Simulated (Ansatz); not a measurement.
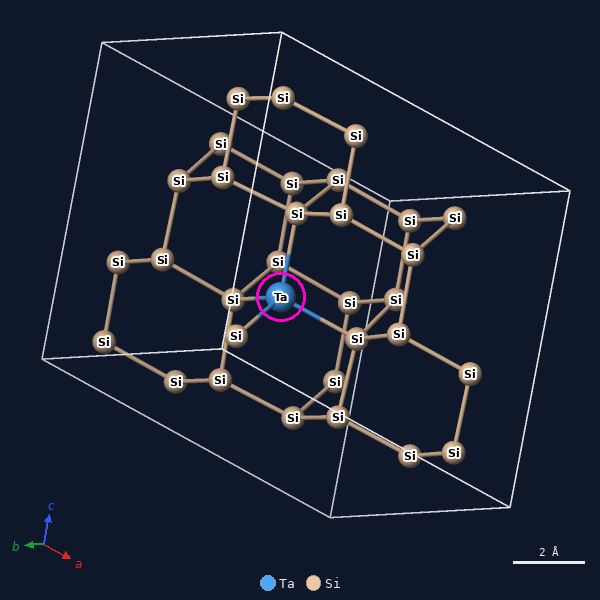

We look at a ball-and-stick model of the crystal from a general direction. The supercell is outlined; an atom on or near a face, edge or corner is repeated at each equivalent position. The host is Si, in a cell of 32 sites, and the cell is neutral. A ring marks the defect's site.

> Describe the defect.

Tantalum on a silicon site (a substitutional impurity). It is bonded to four Si in a tetrahedral arrangement at about 2.5 Å.

Method used: DFT PBEsol, scalar-relativistic, plane waves, PAW in Ansatz 0.2.0. It ran with a 420 eV plane-wave basis, k-point mesh 2×2×2, Gaussian smearing of 0.02 eV, collinear spins.

> Does the calculation give a net moment?

Yes, 1.0 μB in the cell.

The atoms were relaxed in the host's cell with DFT PBEsol, scalar-relativistic, plane waves, PAW in Ansatz.
